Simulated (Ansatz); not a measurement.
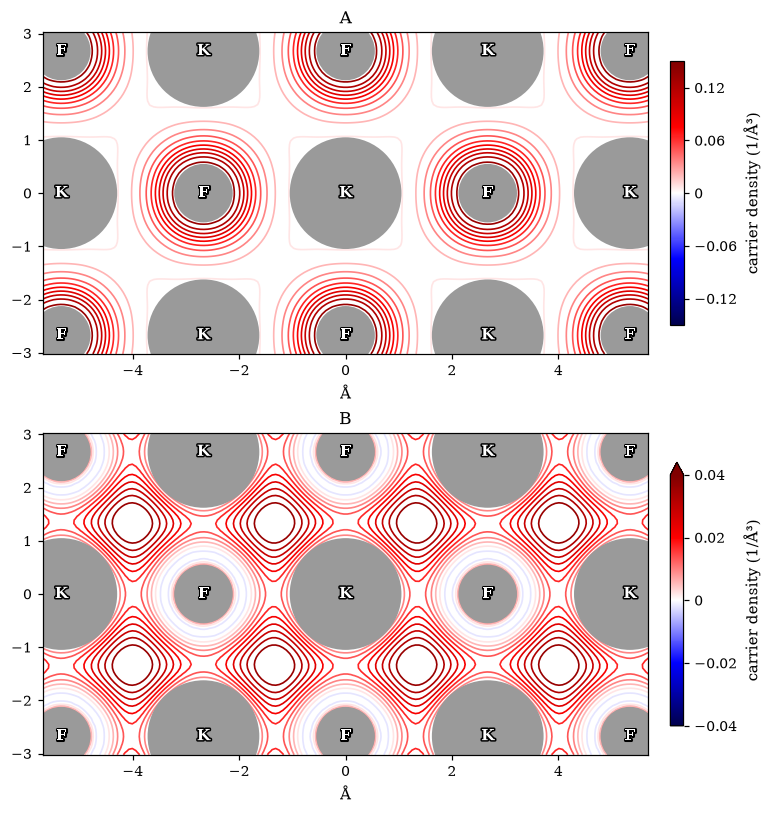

KF, doped once with holes and once with electrons (0.2 e in the calculation's cell of 2 atoms, uniform background, atoms fixed). Each panel shows the carrier's density (positive where it sits) on the (100) plane of the conventional cell; grey discs cover the cores. Cores are masked to 1.0 Å (K) and 0.6 Å (F). This is very heavy doping.

Space group Fm-3m.

Method: DFT PBE, scalar-relativistic, plane waves, PAW in Ansatz.

### Which panel shows the hole and which the electron?

A is the hole: outside the cores it is densest at the edge of the masked core of F; it divides as F about 75 % and K about 25 %. B is the electron: outside the cores it is densest 2.3 Å from a potassium nucleus and 2.3 Å from a fluorine one; it divides as K about 55 % and F about 45 %. Shares are sums over atomic cells sized by the Bader volumes, which fill 55 % (K) and 45 % (F) of the cell, so only an excess over these marks a preference; they are shares of the net change, screening included, and the band-edge orbitals themselves can be more concentrated.

Run times: 12 s (hole) and 12 s (electron), on 1 thread of Arm Neoverse N1 (shared host).
